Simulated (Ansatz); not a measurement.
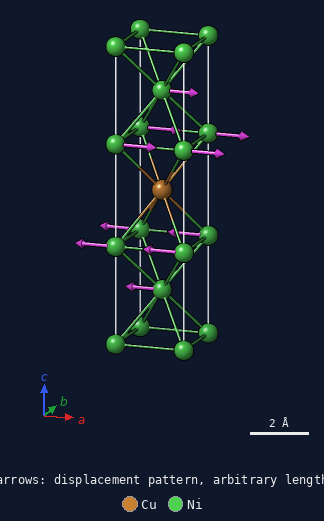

The lowest optical mode of a crystal of CuNi5 (a generated structure), space group P4/mmm (No. 123), at the zone centre. The pink arrows are the displacements of the atoms (eigenvector over the root of the mass), of arbitrary overall length and sign. A ball-and-stick model of the cell of the calculation, seen slightly off an axis.

These are results of DFT PBE, scalar-relativistic, plane waves, PAW (Ansatz), not measurements.

The input:
```yaml
crystal:
  lattice:
    - [2.4995385844, 0.0, 0.0]
    - [0.0, 2.4995385844, 0.0]
    - [0.0, 0.0, 10.6208687987]
  atoms:
    - { symbol: Cu, position: [0.5, 0.5, 0.5] }
    - { symbol: Ni, position: [0.0, 0.0, 0.6719744999], spin: 0.57 }
    - { symbol: Ni, position: [0.5, 0.5, 0.8348816555], spin: 0.72 }
    - { symbol: Ni, position: [0.0, 0.0, 0.0], spin: 0.75 }
    - { symbol: Ni, position: [0.5, 0.5, 0.1651183445], spin: 0.72 }
    - { symbol: Ni, position: [0.0, 0.0, 0.3280255001], spin: 0.57 }
basis:
  ecutwfc: 420
kpoints:
  mp_grid: { grid: [14, 14, 4] }
hamiltonian:
  xc: pbe
scf:
  occupations: { method: gaussian, width: 0.2 }
output:
  eigenvalues: true
  populations: true
magnetization:
  spin_polarized: true
phonons:
  method: dfpt
  eigenvectors: true
```

Run as
```bash
ansatz run input.yaml --threads 4 --pin off --max-ram 8192MiB --backend cpu --events-out ev --progress --plain --runs-dir out
```

The frequencies depend somewhat on the k-mesh and the smearing.

> Is this crystal at a minimum with respect to the drawn distortion?

Yes: this softest mode has a real frequency, and so have all others here. That speaks for this wave vector alone: the rest of the zone wasn't checked in this run. This is the E_g mode (doubly degenerate; one member of the set is drawn) at 103 cm⁻¹, the lowest optical level, Raman-active by symmetry. The Cu and Ni (1a) atoms stay at rest; all motion is along a; atoms of one kind move against one another, with no net shift of any sublattice.
